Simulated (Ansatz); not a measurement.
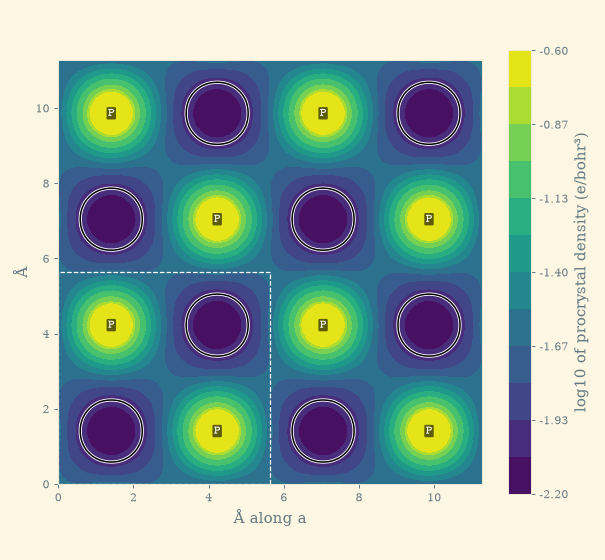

Procrystal electron density of InP (F-43m, No. 216), computed on the section z = 0.750 (parallel to a and b; the dashed line is one cell). It is the sum of the densities of spherically averaged neutral Hartree-Fock atoms, not a self-consistent density. The black line is the 0.01 e/bohr³ contour that bounds the voids. From Rb on the atoms have core potentials, so only their outer electrons count. The usual level for crystal voids is 0.002 e/bohr³; this crystal has almost no region below it, so a higher level is used, which marks the interstitial space of lowest density.

Source of the atomic positions: the geometry relaxed (final pressure about 9 GPa) with Ansatz 0.2.0, DFT LDA, scalar-relativistic, plane waves, PAW.

Space group F-43m (No. 216). a = 5.635 Å, b = 5.635 Å, c = 5.635 Å, α = 90.00°, β = 90.00°, γ = 90.00°
```json
{"atom": "In", "site": "4a", "symmetry": "-43m", "x": "0.0000", "y": "0.0000", "z": "0.0000"}
{"atom": "P", "site": "4c", "symmetry": "-43m", "x": "0.2500", "y": "0.7500", "z": "0.7500"}
```

> What share of the cell is void by this measure?

The voids take about 15 % of the cell (26 Å³ of 179.0 Å³) and are bounded by about 88 Å² of surface per cell.

> What shape does the empty space take in three dimensions?

Where they connect, they form a three-dimensional network.

> How low does the density fall, and where?

To about 0.0065 e/bohr³ near 0.25, 0.25, 0.75 (fractional), 2.4 Å from the nearest nucleus.

> At what density do the voids first join through the crystal?

At about 0.0081 e/bohr³, as a three-dimensional network.
